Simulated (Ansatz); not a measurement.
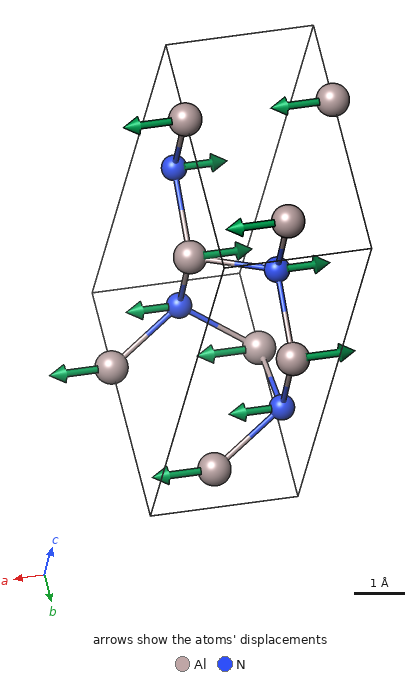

The lowest mode of a crystal of AlN, space group P6₃mc (No. 186), at the zone centre of a doubled cell. The green arrows give the relative displacements of the atoms. The picture is a ball-and-stick view of the cell of the calculation, seen from a free direction.

Level of theory: DFT r2SCAN, scalar-relativistic, plane waves, PAW (Ansatz). Settings: plane-wave cutoff 500 eV; k-point mesh 8 × 8 × 8; occupations gaussian; smearing width 0.05 eV; no spin polarisation.

Frequencies are those without the non-analytic (LO–TO) term.

### Is the structure stable against all modes at this point?

Yes: this softest mode has a real frequency, and so have all others here. That speaks for this wave vector alone: the rest of the zone wasn't checked in this run. This is a doubly degenerate mode (one member of the set is drawn) at 7.48 THz, the lowest level (the three translations aside). All motion is along a of the drawn cell; atoms of one kind move against one another, with no net shift of any sublattice; it mainly bends the Al–N bonds; the kinetic energy is shared as Al 71 %, N 29 %. It repeats in both halves of the doubled cell: it is a zone-centre mode of the crystal.
